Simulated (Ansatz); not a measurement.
**SnO2: density, localisation and related maps**

```
Sn O
1.0
     0.08401    0.00000    3.20057
     0.00000   -4.76022    0.00000
     4.67620    0.00000   -3.07561
Sn O
2 4
Direct
  0.00000 0.00000 0.00000
  0.00000 0.50000 0.50000
  0.30589 0.69411 0.30589
  0.69411 0.19411 0.19411
  0.69411 0.30589 0.69411
  0.30589 0.80589 0.80589
```

Space group P2₁/c; changed on purpose from its base cell (strain +0.0525 x Voigt [0, 0, 0, 0, 1, 0], atoms carried along).

Level of theory: DFT r2SCAN, scalar-relativistic, plane waves, PAW (Ansatz).

In a PAW calculation such maps are meaningful between the atoms, not at the nuclei.

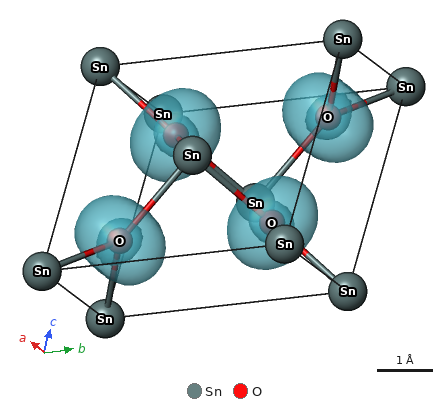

Figure 1. Isosurface of the ELF at 0.75 (cyan), seen at an oblique angle. Only the valence region is drawn (cores and ρ < 0.01 e/Å³ removed). Sticks mark near contacts.

Identify the bonds, lone pairs and shells in this picture.

Answer. The ELF exceeds this value in four regions wrapped around O (the valence shell of each), counted in one cell of 6 atoms. Regions shared between cells count once.


Sn–O (2.03 Å): the ELF peaks at about 0.80 in the valence shell of O, 0.6 Å from its nucleus, and is about 0.25 at the midpoint: no shared electron pair shows on this line. Sn–O (2.10 Å): the ELF peaks at about 0.80 in the valence shell of O, 0.6 Å from its nucleus, and is about 0.25 at the midpoint (no shared electron pair shows on this line).

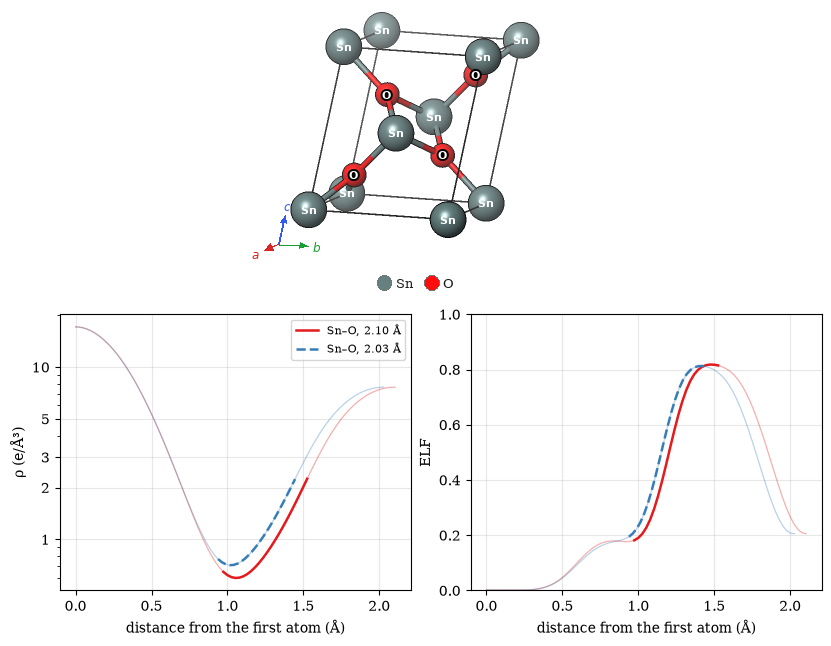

Figure 2. Valence pseudo-density and electron localisation function along straight lines between neighbouring atoms. Thin, pale parts lie inside the atomic spheres. The structure is drawn too.

What can be read from the curves?

Answer. Sn–O (2.10 Å): ρ at the midpoint is about 0.6 e/Å³; the ELF peaks at about 0.80 in the valence shell of O, 0.6 Å from its nucleus, and is about 0.25 at the midpoint: no localised pair shows between them.
Sn–O (2.03 Å): ρ at the midpoint is about 0.71 e/Å³; the ELF peaks at about 0.80 in the valence shell of O, 0.6 Å from its nucleus, and is about 0.25 at the midpoint (no localised pair shows between them).

Does the calculation give a band gap?

Answer. It is gapped, with a Kohn–Sham gap of 1.8 eV on the k-point mesh (the band edges may lie off the mesh, which would make the gap smaller).
